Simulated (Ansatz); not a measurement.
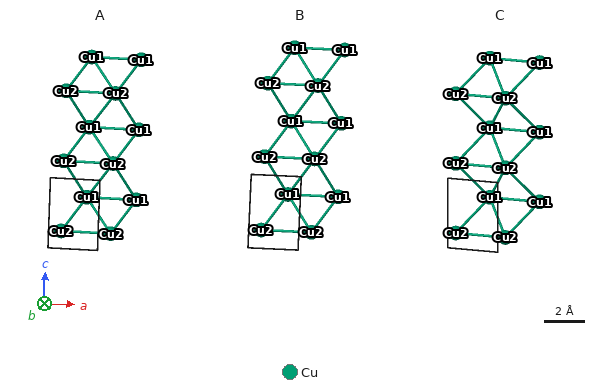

3 geometries from one relaxation of solid Cu (a generated structure, set up in P2_1/m) (coarse preliminary run), in shuffled order. Style: ball-and-stick. Shown: the cell of the calculation, repeated 2 × 1 × 3 with one cell outlined, along the b axis.

Method: Ansatz 0.2.0, DFT PBE, scalar-relativistic, plane waves, PAW. (plane-wave cutoff 420 eV; k-point mesh 6 × 6 × 6; occupations gaussian; smearing width 0.1 eV; no spin polarisation; cell and atoms relaxed; force threshold 0.04 eV/Å; at most 70 steps)

### Put them in the order of the run, from the start to the converged end.

C, A, B. They are steps 0, 2, 7, at +384 meV per atom, +17.0 meV per atom relative to the last. The largest moves relative to the cell, 0.26 Å, are those of Cu1 and Cu2. Cu1 goes along [−3 0 −1]. The drawn cell changes as follows: a 2.525 → 2.537 Å (+0.5 %), b 2.657 → 2.541 Å (−4.4 %), c 3.523 → 3.718 Å (+5.5 %), β 95.1° → 90.0°; the volume changes by +1.8 %. Near-neighbour distances that change, for instance: Cu1–Cu2 2.149 → 2.584 Å, Cu1–Cu2 (another image) 2.830 → 2.584 Å, Cu1–Cu2 (another image) 2.776 → 2.585 Å, Cu1–Cu1 2.657 → 2.541 Å. The space group (tolerance 0.01 Å) goes from P2_1/m (No. 11) to I4/mmm (No. 139). After 5 accepted moves (7 points after the start) the energy has fallen by 384 meV per atom. The largest force component goes from 3.3 to under 0.0001 eV/Å. Pressure: 18.38 GPa at the start and 0.16 GPa at the end. The line search rejected the trial step at point 4 of the run. At 1 point the geometry stayed and the basis and grid were re-selected for the new cell (energy shift of 0.3 meV per atom at most each time).

Limits of the set-up: the k-point mesh is coarse for a cell with partly filled bands.
